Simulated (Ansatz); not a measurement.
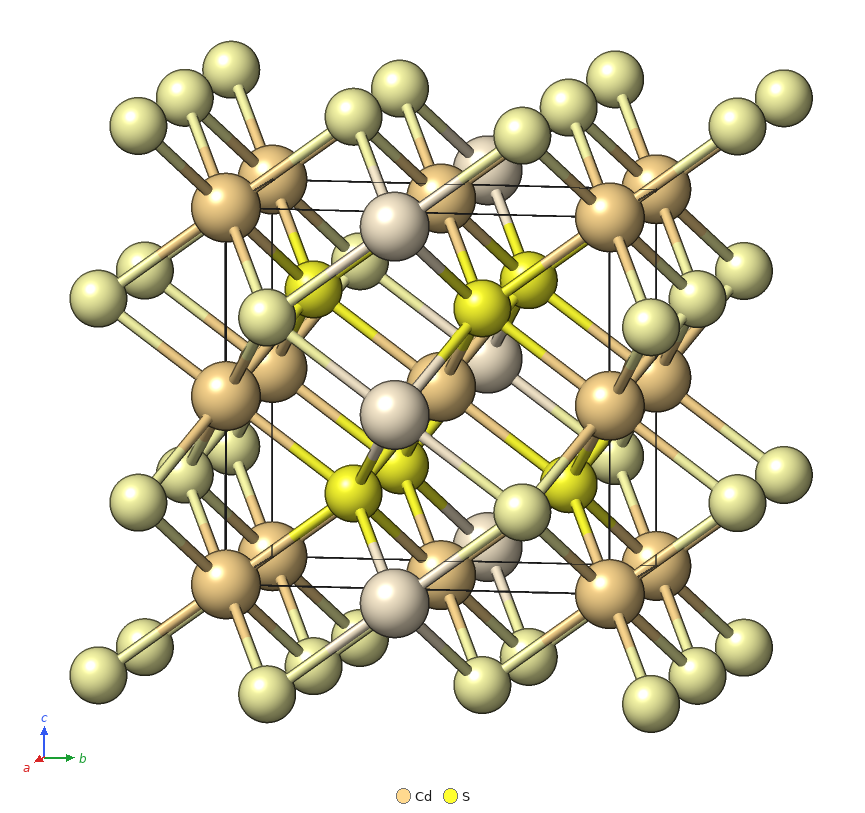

An orthographic ball-and-stick view of the structure, slightly off an axis. The edges of the conventional unit cell are marked. Every bond is drawn to its end, so some atoms lie outside the box, in fainter colours.

CdS, space group Cmcm (No. 63), a = 3.939 Å, b = 6.653 Å, c = 6.445 Å, α = 90.00°, β = 90.00°, γ = 90.00°. Source of the structure: a structure type filled with these elements by a generator (whether the compound takes this form wasn't checked). The cell was then strained or its atoms displaced on purpose. It went into a calculation with Ansatz.

This one geometry was computed with Ansatz (DFT, plane waves, PAW) at three levels of theory: PBE, HSE06 and r2SCAN. It was relaxed with r2SCAN and then strained.

**Which level gives the highest pressure at this volume, and what does that say about its equilibrium volume?**

Highest: PBE (0.0 GPa), which points to the largest equilibrium volume. Lowest, with the smallest volume: HSE06 (-1.8 GPa) and r2SCAN (-1.8 GPa). Levels within 0.5 GPa of each other can't be told apart.

**How does the band gap change with the level of theory?**

PBE: a gap of 0.54 eV, direct; r2SCAN: a gap of 1.13 eV, direct; HSE06: a gap of 1.51 eV, direct.

**Collect the results in a table.**

| level | cutoff (eV) | k-mesh of the run's cell | gap (eV) | pressure (GPa) |
| --- | --- | --- | --- | --- |
| PBE | 420 | 12×12×4 | 0.54 | 0.0 |
| HSE06 | 420 | 6×6×4 | 1.51 | -1.8 |
| r2SCAN | 500 | 12×12×4 | 1.13 | -1.8 |

Gaps are taken on the k-mesh or band path of each run.
